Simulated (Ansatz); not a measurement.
Run report: Sn₂Ge, geometry relaxation (part 2 of 2)

The same run, continued: Sn₂Ge (I4₁/amd, 6 atoms in the cell); DFT PBE, scalar-relativistic, plane waves, PAW, no spin polarisation (Ansatz 0.2.0); cutoff 420 eV, 12×12×12 k-mesh, Gaussian smearing of 0.1 eV. The structure was made by a generator, so it may or may not be a known phase.

Geometry of the input (Å; fractional positions):
```
-2.2521  2.2521  9.5489
2.2521  -2.2521  9.5489
2.2521  2.2521  -9.5489
Sn 0.6705  0.6705  -0.0000
Sn 0.3295  0.3295  -0.0000
Sn 0.0795  0.5795  0.5000
Sn 0.4205  0.9205  0.5000
Ge 0.0000  0.0000  0.0000
Ge 0.7500  0.2500  0.5000
```

```
basis re-selected at this cell: Δ(F+E_penalty+E_count) = -6.746e-7 eV, ΔP = -0.000 GPa vs the last step (what re-selecting the basis moved, of the pressure what is left beyond the Pulay correction that the steps carried, after the strain that the cell walked since its last selection, with what the two solves' SCF thresholds leave and, on support functions, any second-order correction that the steps lacked; it is no measure of the basis error at this ecutwfc). This SCF's stress stands 1.04e-3 GPa from its target on what of the cell is left free (relax.cell.stress_tol is 5.00e-2 GPa) and its largest allowed force component is 2.76e-5 eV/Å (relax.f_tol is 1.00e-2 eV/Å): within both
SCF converged after 5 iterations
Free energy (F): -32686.582483 eV
Harris-Foulkes:  -32686.582483 eV  (|F-HF|=0.00e0)
Internal energy: -32686.579567 eV  (E = F + TS)
E sigma→0 (E₀):  -32686.581025 eV
Entropy (-TS):   -0.002915 eV (-0.486 meV/atom)
Fermi energy:    7.204712 eV
--- Per-component energies (eV) ---
  E_band       = -854.880336
  E_kinetic    = 967.305454
  E_local      = -9906.678452  (includes V_loc(G=0)·N_el)
  E_nonlocal   = 706.535865
  E_hartree    = 4969.758762
  E_xc         = -1677.119068
  E_vxc        = -508.215108  (∫ρ·V_xc dr)
  E_paw        = -20589.099380  (= ΣΔE_a)
  E_vpaw       = -2053.346291  (= ΣTr[D̂ρ^β])
  E_aug_tail   = 0.000590  (compensation charges beyond the density's cutoff)
  E_ewald      = -7157.283339
  E_smearing   = -0.002915  (= −TS)
  E_closure    = 0.000000  (closes the sum)
  Σ components = -32686.582483   (vs F -32686.582483, Δ=0.00e0)
--- Forces (eV/Å), atoms counted from 1 ---
  atom   1  Sn     0.00000000     0.00000000     0.00002762
  atom   2  Sn    -0.00000000     0.00000000    -0.00002762
  atom   3  Sn     0.00000000    -0.00000000    -0.00002762
  atom   4  Sn     0.00000000     0.00000000     0.00002762
  atom   5  Ge     0.00000000     0.00000000     0.00000000
  atom   6  Ge     0.00000000     0.00000000     0.00000000
  max |Σ_I F_I| component: 1.30e-18 eV/Å
--- Stress (GPa, compression-positive) ---
       -0.001042      -0.000000       0.000000
       -0.000000      -0.001042       0.000000
        0.000000       0.000000      -0.000314
  P = ⅓ Tr σ = -0.0008 GPa (-0.008 kbar)
--- Band table (eV; the first three rows and the last of 163) ---
  k-point 0: bands = ["-17.3559", "-17.3559", "-17.3535", "-17.3535", "-17.3535", "-17.3535", "-17.3401", "-17.3399", "-17.3399", "-17.3398", "-14.3998", "-14.3998", "-14.2904", "-14.2847", "-14.2647", "-14.2644", "-14.2260", "-14.2247", "-14.2165", "-14.2165", "-14.1485", "-14.1485", "-14.1043", "-14.0993", "-14.0945", "-14.0931", "-14.0685", "-14.0682", "-13.9730", "-13.9730", "-3.6020", "-2.5532", "-1.7617", "1.3896", "1.9609", "5.1152", "5.1152", "5.2510", "5.2510", "5.9984", "7.2810", "7.3857", "7.3857", "8.0400", "8.2161", "8.6727", "8.9610", "9.5140", "9.5140", "9.7802", "12.4677"]
  k-point 1: bands = ["-17.3561", "-17.3560", "-17.3536", "-17.3535", "-17.3535", "-17.3534", "-17.3399", "-17.3399", "-17.3398", "-17.3397", "-14.3990", "-14.3985", "-14.2902", "-14.2847", "-14.2593", "-14.2587", "-14.2267", "-14.2267", "-14.2191", "-14.2164", "-14.1489", "-14.1453", "-14.1019", "-14.0973", "-14.0945", "-14.0940", "-14.0738", "-14.0736", "-13.9743", "-13.9738", "-3.5137", "-2.4893", "-1.6938", "1.2776", "1.8433", "4.7897", "4.8361", "5.1382", "5.2782", "5.4943", "6.9225", "7.0211", "7.8530", "8.5270", "8.8840", "8.9249", "9.2530", "9.2655", "9.9788", "10.2180", "12.0521"]
  k-point 2: bands = ["-17.3563", "-17.3563", "-17.3538", "-17.3537", "-17.3534", "-17.3534", "-17.3399", "-17.3399", "-17.3395", "-17.3393", "-14.3956", "-14.3938", "-14.2904", "-14.2855", "-14.2445", "-14.2434", "-14.2309", "-14.2291", "-14.2260", "-14.2166", "-14.1487", "-14.1374", "-14.0965", "-14.0952", "-14.0950", "-14.0913", "-14.0880", "-14.0878", "-13.9786", "-13.9770", "-3.2508", "-2.3049", "-1.4978", "0.9792", "1.5348", "3.9056", "4.3326", "4.6606", "5.2394", "5.3625", "6.2713", "6.3880", "8.7032", "8.7982", "9.5069", "9.6497", "9.6786", "10.0131", "10.8891", "10.9401", "11.0591"]
  k-point 162: bands = ["-17.3559", "-17.3559", "-17.3535", "-17.3535", "-17.3535", "-17.3535", "-17.3400", "-17.3400", "-17.3398", "-17.3398", "-14.3999", "-14.3999", "-14.2881", "-14.2881", "-14.2639", "-14.2639", "-14.2254", "-14.2254", "-14.2162", "-14.2162", "-14.1488", "-14.1488", "-14.1023", "-14.1023", "-14.0938", "-14.0938", "-14.0680", "-14.0680", "-13.9730", "-13.9730", "-3.2639", "-3.2639", "-0.4450", "-0.4450", "4.0705", "4.0705", "4.8078", "4.8078", "5.9649", "5.9649", "6.6436", "6.6436", "8.0398", "8.0398", "8.5017", "8.5017", "9.4089", "9.4089", "10.8601", "10.8601", "11.0907"]
--- Relaxed structure (4 steps of the walk, 3 accepted, 1 SCFs on fresh bases) ---
  F+E_penalty+E_count = -32686.58248257 eV   max|allowed force component| = 2.762e-5 eV/Å   (the final SCF, on the basis selected at the relaxed cell)
  cell:  # Å, volume = 193.7072 Å³
    - [-2.2473768434639787, 2.2473768434639787, 9.588129129134915]
    - [2.2473768434639787, -2.2473768434639787, 9.588129129134915]
    - [2.2473768434639787, 2.2473768434639787, -9.588129129134915]
  atoms:
    - { symbol: Sn, position: [0.6704757175375146, 0.6704757175375146, 1.3671558225291126e-36] }
    - { symbol: Sn, position: [0.3295242824624856, 0.3295242824624856, -8.780745880474823e-36] }
    - { symbol: Sn, position: [0.07952428246248558, 0.5795242824624854, 0.49999999999999994] }
    - { symbol: Sn, position: [0.42047571753751445, 0.9204757175375147, 0.5000000000000001] }
    - { symbol: Ge, position: [-3.784751349824829e-21, -3.78475134982482e-21, 1.1733779596879569e-35] }
    - { symbol: Ge, position: [0.7499999999999999, 0.25000000000000006, 0.49999999999999994] }
```

### Trajectory as extended XYZ (Å, eV, eV/Å), 5 frames, from step=1 to step=5
```
6
Lattice="-2.2521 2.2521 9.5489 2.2521 -2.2521 9.5489 2.2521 2.2521 -9.5489" Properties=species:S:1:pos:R:3:forces:R:3 step=1 energy=-32686.58195 pressure_GPa=-0.00
Sn    0.0000    0.0000   12.8048    0.0000   0.0000  -0.0034
Sn    0.0000    0.0000    6.2930    0.0000   0.0000   0.0034
Sn    2.2521    0.0000    1.5185    0.0000   0.0000   0.0034
Sn    2.2521    0.0000    8.0303    0.0000   0.0000  -0.0034
Ge    0.0000    0.0000    0.0000    0.0000   0.0000   0.0000
Ge    0.0000    2.2521    4.7744    0.0000   0.0000   0.0000
6
Lattice="-2.2470 2.2470 9.5902 2.2470 -2.2470 9.5902 2.2470 2.2470 -9.5902" Properties=species:S:1:pos:R:3:forces:R:3 step=2 energy=-32686.58246 pressure_GPa=0.00
Sn    0.0000    0.0000   12.8592    0.0000   0.0000   0.0113
Sn    0.0000    0.0000    6.3212    0.0000   0.0000  -0.0113
Sn    2.2470    0.0000    1.5261    0.0000   0.0000  -0.0113
Sn    2.2470    0.0000    8.0641    0.0000   0.0000   0.0113
Ge    0.0000    0.0000    0.0000    0.0000   0.0000   0.0000
Ge    0.0000    2.2470    4.7951    0.0000   0.0000   0.0000
6
Lattice="-2.2472 2.2472 9.5918 2.2472 -2.2472 9.5918 2.2472 2.2472 -9.5918" Properties=species:S:1:pos:R:3:forces:R:3 step=3 energy=-32686.58242 pressure_GPa=-0.01 accepted=F
Sn    0.0000    0.0000   12.8636    0.0000   0.0000  -0.0190
Sn    0.0000    0.0000    6.3201    0.0000   0.0000   0.0190
Sn    2.2472    0.0000    1.5242    0.0000   0.0000   0.0190
Sn    2.2472    0.0000    8.0677    0.0000   0.0000  -0.0190
Ge    0.0000    0.0000    0.0000    0.0000   0.0000   0.0000
Ge    0.0000    2.2472    4.7959    0.0000   0.0000   0.0000
6
Lattice="-2.2474 2.2474 9.5881 2.2474 -2.2474 9.5881 2.2474 2.2474 -9.5881" Properties=species:S:1:pos:R:3:forces:R:3 step=4 energy=-32686.58248 pressure_GPa=-0.00
Sn    0.0000    0.0000   12.8572    0.0000   0.0000   0.0000
Sn    0.0000    0.0000    6.3190    0.0000   0.0000   0.0000
Sn    2.2474    0.0000    1.5250    0.0000   0.0000   0.0000
Sn    2.2474    0.0000    8.0632    0.0000   0.0000   0.0000
Ge    0.0000    0.0000    0.0000    0.0000   0.0000   0.0000
Ge    0.0000    2.2474    4.7941    0.0000   0.0000   0.0000
6
Lattice="-2.2474 2.2474 9.5881 2.2474 -2.2474 9.5881 2.2474 2.2474 -9.5881" Properties=species:S:1:pos:R:3:forces:R:3 step=5 energy=-32686.58248 pressure_GPa=-0.00
Sn    0.0000    0.0000   12.8572    0.0000   0.0000   0.0000
Sn    0.0000    0.0000    6.3190    0.0000   0.0000   0.0000
Sn    2.2474    0.0000    1.5250    0.0000   0.0000   0.0000
Sn    2.2474    0.0000    8.0632    0.0000   0.0000   0.0000
Ge    0.0000    0.0000    0.0000    0.0000   0.0000   0.0000
Ge    0.0000    2.2474    4.7941    0.0000   0.0000   0.0000
```

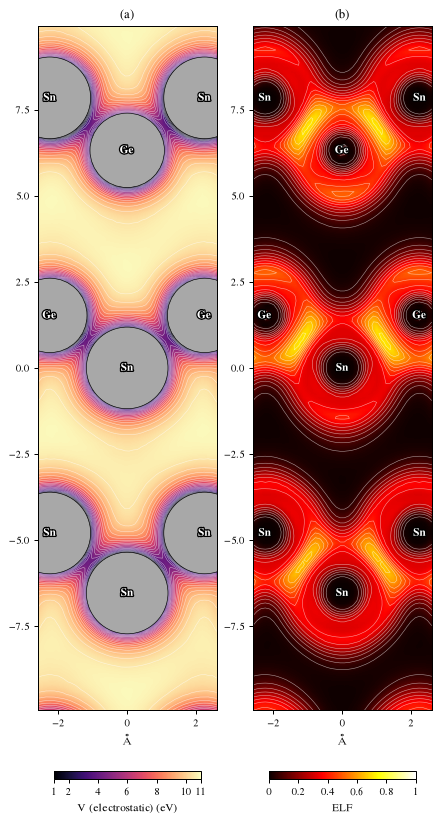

Figure 1. (a) electrostatic potential (local pseudopotential plus Hartree) felt by an electron; (b) electron localisation function on the (010) plane of the conventional cell. Grey discs, where drawn, cover atomic cores. Atoms in the plane: Sn and Ge. Sn–Ge (2.72 Å): the ELF peaks at about 0.70 between the atoms. Sn–Sn (2.84 Å): the ELF peaks at about 0.65 between the atoms. Outside the cores the potential energy rises away from the atoms and is highest about 2.7 Å from the nearest atoms; outside the discs it spans about 10 eV, and its zero is arbitrary. The fields are those of the smooth PAW valence density.

### Results in brief

```tsv
quantity	value
outcome	converged
space group (tolerance 0.01 Å)	I4₁/amd (141)
electrons treated	84
free energy	−32686.5825 eV
Fermi energy	7.205 eV
gap on the k-point mesh	none (metallic)
pressure	0.00 GPa
final volume	193.71 Å³
largest force (length of the vector) at the end	under 0.001 eV/Å
final cell	a = 10.101 Å, b = 10.101 Å, c = 10.101 Å, α = 154.29°, β = 154.29°, γ = 36.68°
wall time	18 min
peak memory	1.3 GiB
```
